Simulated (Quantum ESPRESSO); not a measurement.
## MgO (Periclase): modes at Γ and the response to a field

Aim: the zone-centre modes of MgO (Periclase).

Program: Quantum ESPRESSO 7.5. Level of theory: DFT PBE, scalar-relativistic, plane waves, GBRV ultrasoft pseudopotentials. Results are calculated unless marked as measured.

**Measured values to reproduce.**

“Study on Pyrolysis Characteristics of Phosphate Tailings under H2O Atmosphere” (2024, pmc:11084758) reports for MgO, rocksalt, by powder XRD, Rietveld refinement (phase in multiphase steam-pyrolysed phosphate tailings): lattice constant a 4.21322 ± 5e-05 Å [refined as one phase in multiphase pyrolysed phosphate tailings, not a pure sample].

For MgO, rocksalt (wedged single crystal slab, 295 K), “Infrared Optical Properties of Ferropericlase (Mg1-xFexO): Experiment and Theory” (2007, arxiv:0704.2267) gives, by infrared reflectance, oscillator fit: ε∞ (high-frequency dielectric constant) 2.95 ± 0.1; infrared mode (TO phonon at Gamma (T1u)) 396.5 cm⁻¹.

The database entry behind the starting cell differs from later determinations by our own check (about 0.1 % long), so it need not match the best structure at ambient conditions.

### 1. The structure

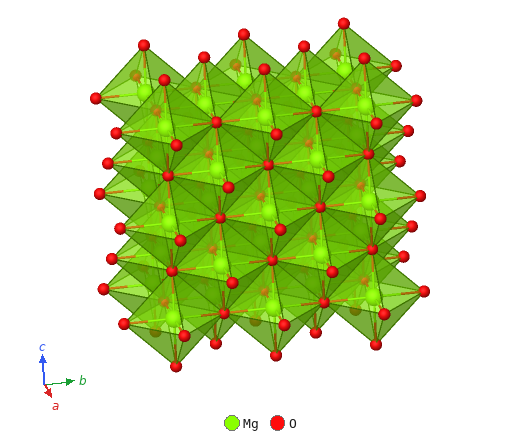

The cell as given, slightly off an axis (magnesium green, oxygen red). 1×2×2 cells are drawn. This picture shows the conventional cell, with its axes. Some periodic images of atoms are drawn too.

### 2. A first look

Before anything dear is run, a loose run with smearing shows whether this is a metal and how far the cell is from rest.

probe.in

```
 &control
    calculation='scf',
    prefix='x',
    outdir='./tmp',
    pseudo_dir='./pseudo',
    tprnfor=.true.,
    tstress=.true.,
    verbosity='high',
 /
 &system
    ibrav=0,
    nat=2,
    ntyp=2,
    ecutwfc=55.0,
    ecutrho=440.0,
    occupations='smearing',
    smearing='gaussian',
    degauss=0.01,
 /
 &electrons
    conv_thr=1.0d-07,
    mixing_beta=0.7,
    electron_maxstep=100,
 /
ATOMIC_SPECIES
 Mg     24.3050  Mg.upf
 O      15.9990  O.upf
CELL_PARAMETERS angstrom
    -2.108500000    0.000000000    2.108500000
     0.000000000    2.108500000    2.108500000
    -2.108500000    2.108500000    0.000000000
ATOMIC_POSITIONS crystal
 Mg     0.000000000   0.000000000   0.000000000
 O      0.500000000   0.500000000   0.500000000
K_POINTS automatic
 8 8 8 0 0 0
```

Command:

```bash
$ OMP_NUM_THREADS=1 mpirun -n 4 pw.x -nk 4 -in probe.in > probe.out
```

The program printed:

```text
[banners, grids, parts of the stress and lines that vanish by symmetry left out]
Program PWSCF v.7.5
     Message from routine setup:
     using ibrav=0 with symmetry is DISCOURAGED, use correct ibrav instead
[...]
kinetic-energy cutoff     =      55.0000  Ry
     charge density cutoff     =     440.0000  Ry
     scf convergence threshold =      1.0E-07
[...]
Exchange-correlation= SLA  PW   PBE  PBE
                           (   1   4   3   4   0   0   0)
[...]
48 Sym. Ops., with inversion, found
[...]
(     0          1          0      )
                  (     0          0          1      )
[...]
(  0.0000000  1.0000000  0.0000000 )
                  ( -0.0000000 -0.0000000  1.0000000 )
[...]
(     1          0         -1      )
                  (     0          0         -1      )
[...]
( -0.0000000 -1.0000000 -0.0000000 )
[...]
(     0          1         -1      )
                  (     0          1          0      )
[...]
( -1.0000000  0.0000000  0.0000000 )
                  (  0.0000000  1.0000000 -0.0000000 )
[...]
number of k points=    29  Gaussian smearing, width (Ry)=  0.0100
[...]
End of self-consistent calculation
[...]
the Fermi energy is    10.4840 ev
!    total energy              =    -157.87374729 Ry
[...]
convergence has been achieved in   7 iterations
[...]
atom    1 type  1   force =     0.00000000    0.00000000   -0.00000000
     atom    2 type  2   force =     0.00000000    0.00000000    0.00000000
[...]
Total force =     0.000000     Total SCF correction =     0.000000
[...]
total   stress  (Ry/bohr**3)                   (kbar)     P=       41.83
[...]
XML data file, charge density, pseudopotentials, collected wavefunctions

   JOB DONE.
```

It took 2.5 s on 4 MPI ranks of Intel Xeon Gold 6455B (Sapphire Rapids), shared host.

Read from the output:

* volume per atom: 9.374 Å³
* pressure: 4.183 GPa
* gap on the k-mesh: 4.734 eV

A gap of 4.7 eV opens on this mesh, so the crystal is taken as an insulator; the start stands at 4.2 GPa.

### 3. Relaxing the cell and atoms

The relaxation runs at a cutoff a fifth above that of the response, since stress converges more slowly with the basis than frequencies do. Forces and stress are brought to rest with tight thresholds.

relax.in

```
 &control
    calculation='vc-relax',
    prefix='x',
    outdir='./tmp',
    pseudo_dir='./pseudo',
    tprnfor=.true.,
    tstress=.true.,
    forc_conv_thr=2.0d-05,
    etot_conv_thr=1.0d-07,
    nstep=40,
 /
 &system
    ibrav=0,
    nat=2,
    ntyp=2,
    ecutwfc=66,
    ecutrho=528.0,
    occupations='fixed',
    nbnd=10,
 /
 &electrons
    conv_thr=1.0d-11,
    mixing_beta=0.7,
    electron_maxstep=100,
 /
 &ions
 /
 &cell
    press_conv_thr=0.2,
 /
ATOMIC_SPECIES
 Mg     24.3050  Mg.upf
 O      15.9990  O.upf
CELL_PARAMETERS angstrom
    -2.108500000    0.000000000    2.108500000
     0.000000000    2.108500000    2.108500000
    -2.108500000    2.108500000    0.000000000
ATOMIC_POSITIONS crystal
 Mg     0.000000000   0.000000000   0.000000000
 O      0.500000000   0.500000000   0.500000000
K_POINTS automatic
 10 10 10 0 0 0
```

Command:

```bash
$ OMP_NUM_THREADS=1 mpirun -n 4 pw.x -nk 4 -in relax.in > relax.out
```

The program printed:

```text
[banners, grids, parts of the stress and lines that vanish by symmetry left out]
[banner, memory and clock lines left out]
Program PWSCF v.7.5

[...]
kinetic-energy cutoff     =      66.0000  Ry
     charge density cutoff     =     528.0000  Ry
     scf convergence threshold =      1.0E-11
[...]
energy convergence thresh.=      1.0E-07
     force convergence thresh. =      2.0E-05
     press convergence thresh. =      2.0E-01
     Exchange-correlation= SLA  PW   PBE  PBE
                           (   1   4   3   4   0   0   0)
[...]
48 Sym. Ops., with inversion, found
[...]
number of k points=    47
[...]
End of self-consistent calculation
[...]
highest occupied, lowest unoccupied level (ev):     7.7808   12.5142
!    total energy              =    -157.87395257 Ry
[...]
convergence has been achieved in   9 iterations
[...]
atom    1 type  1   force =     0.00000000    0.00000000    0.00000000
     atom    2 type  2   force =     0.00000000    0.00000000    0.00000000
     Total force =     0.000000     Total SCF correction =     0.000000
[...]
total   stress  (Ry/bohr**3)                   (kbar)     P=       42.48
[...]
number of bfgs steps    =   0
[...]
CELL_PARAMETERS (angstrom)
[...]
ATOMIC_POSITIONS (crystal)
Mg               0.0000000000        0.0000000000        0.0000000000
O                0.5000000000        0.5000000000        0.5000000000
[...]
New effective cutoffs (rho, wfc):  519.64   65.05
[...]
End of self-consistent calculation
[...]
highest occupied, lowest unoccupied level (ev):     7.5236   12.0507
!    total energy              =    -157.87442151 Ry
[...]
convergence has been achieved in   7 iterations
[...]
atom    1 type  1   force =     0.00000000    0.00000000   -0.00000000
     atom    2 type  2   force =    -0.00000000    0.00000000   -0.00000000
     Total force =     0.000000     Total SCF correction =     0.000000
[...]
total   stress  (Ry/bohr**3)                   (kbar)     P=        8.14
[...]
number of bfgs steps    =   1
[...]
CELL_PARAMETERS (angstrom)
[...]
ATOMIC_POSITIONS (crystal)
Mg              -0.0000000000        0.0000000000        0.0000000000
O                0.5000000000        0.5000000000        0.5000000000
[...]
New effective cutoffs (rho, wfc):  517.85   64.83
[...]
End of self-consistent calculation
[...]
highest occupied, lowest unoccupied level (ev):     7.4627   11.9411
!    total energy              =    -157.87444070 Ry
[...]
convergence has been achieved in   7 iterations
[...]
atom    1 type  1   force =    -0.00000000   -0.00000000   -0.00000000
     atom    2 type  2   force =     0.00000000    0.00000000   -0.00000000
     Total force =     0.000000     Total SCF correction =     0.000000
[...]
total   stress  (Ry/bohr**3)                   (kbar)     P=        0.31
[...]
number of bfgs steps    =   2
[...]
CELL_PARAMETERS (angstrom)
[...]
ATOMIC_POSITIONS (crystal)
Mg              -0.0000000000       -0.0000000000        0.0000000000
O                0.5000000000        0.5000000000        0.5000000000
[...]
New effective cutoffs (rho, wfc):  517.78   64.82
[...]
End of self-consistent calculation
[...]
highest occupied, lowest unoccupied level (ev):     7.4602   11.9367
!    total energy              =    -157.87444073 Ry
[...]
convergence has been achieved in   5 iterations
[...]
atom    1 type  1   force =     0.00000000   -0.00000000   -0.00000000
     atom    2 type  2   force =    -0.00000000   -0.00000000   -0.00000000
     Total force =     0.000000     Total SCF correction =     0.000000
[...]
total   stress  (Ry/bohr**3)                   (kbar)     P=        0.00
[...]
bfgs converged in   4 scf cycles and   3 bfgs steps
[...]
End of BFGS Geometry Optimization
     Final enthalpy           =    -157.8744407335 Ry
     File ./tmp/x.bfgs deleted, as requested
[...]
CELL_PARAMETERS (angstrom)
[...]
ATOMIC_POSITIONS (crystal)
Mg              -0.0000000000       -0.0000000000        0.0000000000
O                0.5000000000        0.5000000000        0.5000000000
[...]
Final scf calculation at the relaxed structure.
[...]
kinetic-energy cutoff     =      66.0000  Ry
     charge density cutoff     =     528.0000  Ry
     scf convergence threshold =      1.0E-13
[...]
press convergence thresh. =      2.0E-01
     Exchange-correlation= SLA  PW   PBE  PBE
                           (   1   4   3   4   0   0   0)
[...]
48 Sym. Ops., with inversion, found
[...]
number of k points=    47
[...]
End of self-consistent calculation
[...]
highest occupied, lowest unoccupied level (ev):     7.4602   11.9366
!    total energy              =    -157.87445558 Ry
[...]
convergence has been achieved in  11 iterations
[...]
atom    1 type  1   force =     0.00000000    0.00000000   -0.00000000
     atom    2 type  2   force =    -0.00000000   -0.00000000    0.00000000
     Total force =     0.000000     Total SCF correction =     0.000000
[...]
total   stress  (Ry/bohr**3)                   (kbar)     P=       -0.06
[...]
XML data file, charge density, pseudopotentials, collected wavefunctions
```

Run time: 9.9 s. Hardware: 4 MPI ranks.

Step by step:

```
step  energy less that of the first step (eV)  largest force (eV/Å)  pressure (GPa)  volume (Å³)
   1                                   0.0000                0.0000            4.25        18.75
   2                                  -0.0064                0.0000            0.81        19.16
   3                                  -0.0066                0.0000            0.03        19.26
   4                                  -0.0066                0.0000            0.00        19.26
   5                                  -0.0068                0.0000           -0.01        19.26
```

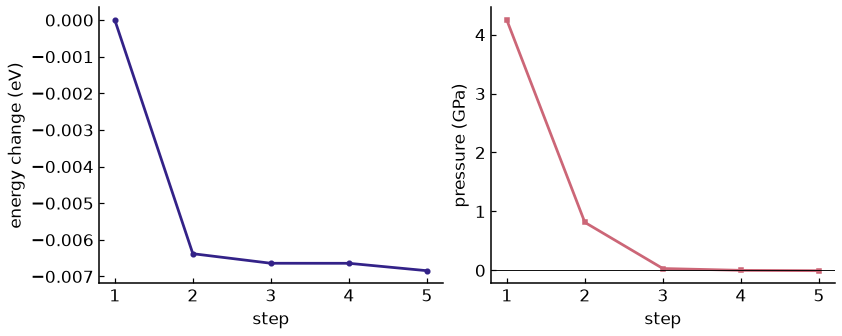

Energy and pressure along the relaxation.

```
conventional cell, symmetrised  before  after  change
                         a (Å)   4.217  4.255  +0.9 %
                         b (Å)   4.217  4.255  +0.9 %
                         c (Å)   4.217  4.255  +0.9 %
              volume (Å³/atom)    9.37   9.63  +2.7 %
```

The relaxed structure:

```cif
data_structure
_symmetry_space_group_name_H-M 'P 1'
_symmetry_Int_Tables_number 1
_cell_length_a 3.0088
_cell_length_b 3.0088
_cell_length_c 3.0088
_cell_angle_alpha 60.000
_cell_angle_beta 60.000
_cell_angle_gamma 60.000
_cell_volume 19.26
loop_
_atom_site_label
_atom_site_type_symbol
_atom_site_fract_x
_atom_site_fract_y
_atom_site_fract_z
_atom_site_occupancy
Mg1 Mg 0.00000 0.00000 0.00000 1
O2 O 0.50000 0.50000 0.50000 1
```

The last row of the table of steps is pw.x's closing run on a basis chosen anew for the final cell, so its energy can jump.

Numbers from this step:

| Quantity | Value |
| --- | --- |
| volume per atom | 9.630 Å³ |
| pressure | -0.006000 GPa |
| gap on the k-mesh | 4.476 eV |

The volume changes by +2.7 % from the cell with which this run began.

### 4. Ground state

Perturbation theory inherits every error of the wavefunctions, so the threshold is set near the limit of the arithmetic. With a gap, occupations are fixed, which also allows the response to an electric field.

scf.in

```
 &control
    calculation='scf',
    prefix='x',
    outdir='./tmp',
    pseudo_dir='./pseudo',
    tprnfor=.true.,
    tstress=.true.,
 /
 &system
    ibrav=0,
    nat=2,
    ntyp=2,
    ecutwfc=55.0,
    ecutrho=440.0,
    occupations='fixed',
    nbnd=10,
 /
 &electrons
    conv_thr=1.0d-12,
    mixing_beta=0.7,
    electron_maxstep=100,
 /
ATOMIC_SPECIES
 Mg     24.3050  Mg.upf
 O      15.9990  O.upf
CELL_PARAMETERS angstrom
    -2.127540829    0.000000000    2.127540829
     0.000000000    2.127540829    2.127540829
    -2.127540829    2.127540829    0.000000000
ATOMIC_POSITIONS crystal
 Mg     0.000000000   0.000000000   0.000000000
 O      0.500000000   0.500000000   0.500000000
K_POINTS automatic
 12 12 12 0 0 0
```

Command:

```bash
$ OMP_NUM_THREADS=1 mpirun -n 4 pw.x -nk 4 -in scf.in > scf.out
```

The program printed:

```text
[banners, grids, parts of the stress and lines that vanish by symmetry left out]
[banner, memory and clock lines left out]
Program PWSCF v.7.5

[...]
kinetic-energy cutoff     =      55.0000  Ry
     charge density cutoff     =     440.0000  Ry
     scf convergence threshold =      1.0E-12
[...]
Exchange-correlation= SLA  PW   PBE  PBE
                           (   1   4   3   4   0   0   0)
[...]
48 Sym. Ops., with inversion, found
[...]
number of k points=    72
[...]
End of self-consistent calculation
[...]
highest occupied, lowest unoccupied level (ev):     7.4604   11.9369
!    total energy              =    -157.87425320 Ry
[...]
convergence has been achieved in  10 iterations
[...]
atom    1 type  1   force =     0.00000000    0.00000000    0.00000000
     atom    2 type  2   force =     0.00000000    0.00000000    0.00000000
     Total force =     0.000000     Total SCF correction =     0.000000
[...]
total   stress  (Ry/bohr**3)                   (kbar)     P=       -1.00
[...]
XML data file, charge density, pseudopotentials, collected wavefunctions
```

Elapsed: 3.6 s, on 4 MPI ranks.

This step gave:

```
pressure : -0.1000 GPa
```

The cell stands at -0.10 GPa, close enough for phonons.

[end of part 1 of 5]

[Host names and launcher messages were left out of these logs when they were recorded.]

[Logs are printed without paths, hosts, clocks, repeated set-up lines and the standing remarks that a program may print on its own settings, such as how far it seeks lower states.]

[Hosts, paths, dates, database ids (printed as entryN), source tags and the programs' standing remarks are cut or masked in the printed files.]
